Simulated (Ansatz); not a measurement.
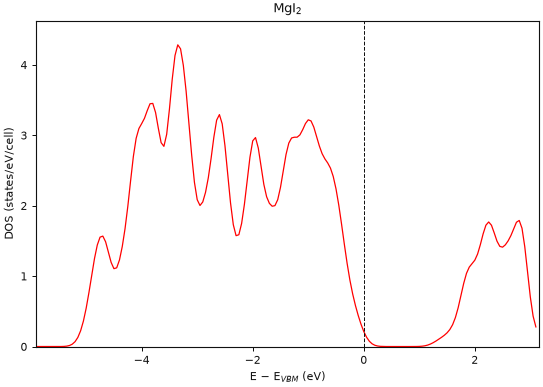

Density of states. Energies are counted from the top of the valence band. The curve is built from the levels of the k mesh with Gaussians 0.3 eV wide, which also blur the band edges.

Input of the run:

```
crystal:
  lattice:
    - [0.0, 3.7557205859, 3.7181633801]
    - [3.7557205859, 0.0, 3.7181633801]
    - [3.7557205859, 3.7557205859, 0.0]
  atoms:
    - { symbol: Mg, position: [0.0, 0.0, 0.0] }
    - { symbol: I, position: [0.25, 0.25, 0.25] }
    - { symbol: I, position: [0.75, 0.75, 0.75] }
kpoints:
  mp_grid: { grid: [6, 6, 6] }
  band_path:
    path:
      - [0.0, 0.0, 0.0]
      - [0.5, 0.0, 0.5]
      - [0.625, 0.25, 0.625]
      - [0.375, 0.375, 0.75]
      - [0.5, 0.5, 0.5]
      - [0.5, 0.25, 0.75]
      - [0.5, 0.5, 0.0]
    npoints: 1
hamiltonian:
  xc: r2scan
scf:
  occupations: { method: fixed }
  n_extra_bands: 4
output:
  forces: true
  stress: true
  eigenvalues: true
```

Run as:
```bash
ansatz run input.yaml --threads 2 --pin off --max-ram 2211MiB --backend cpu --events-out ev --progress --plain --runs-dir out
```

Question: Metal or insulator, going by the density of states?

Answer: There is a gap; over the k points computed it is 1.30 eV (indirect; the smallest direct gap is 1.41 eV).

Question: Where is the tallest peak of the filled states in the window?

Answer: Within the window shown, the tallest peak of the filled states lies 3.3 eV under the valence-band top, at about 4.3 states per eV and cell.

Question: How wide is the upper valence band?

Answer: The upper group of valence states starts about 5.0 eV under the valence-band top, with a gap beneath it; it holds about 12 electrons a cell.

Spin-orbit coupling is left out, which matters for I.
